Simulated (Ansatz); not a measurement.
Cu

```
Cu
1.0
     1.80750   -1.80750    0.00000
     1.80750    1.80750    0.00000
     0.00000    0.00000    3.65115
Cu
2
Direct
  0.00000 0.00000 0.00000
  0.50000 0.50000 0.50000
```

Space group I4/mmm; changed on purpose from its base cell (zz strain of +1 %, PAW files); computed without spin polarisation.

Method: DFT, PBE, PAW with Ansatz's default frozen-core files, scalar-relativistic in Ansatz.

**What will maps of the valence pseudo-density and electron localisation function show?**

Cu–Cu (2.56 Å): ρ is about 0.26 e/Å³ halfway; the ELF is about 0.20 at the midpoint; no shared electron pair shows on this line.

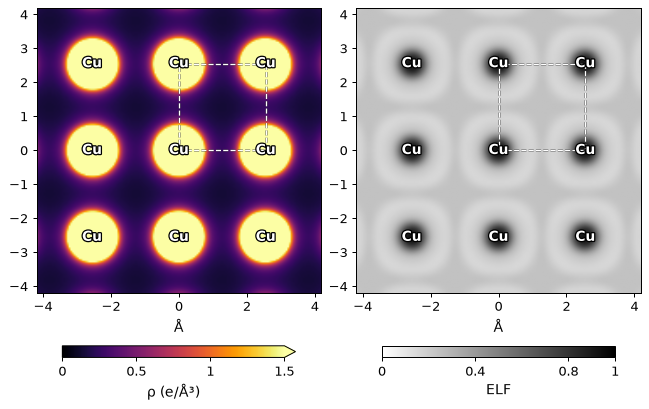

Computed valence pseudo-density and electron localisation function on the (001) plane of the conventional cell, in this order. 
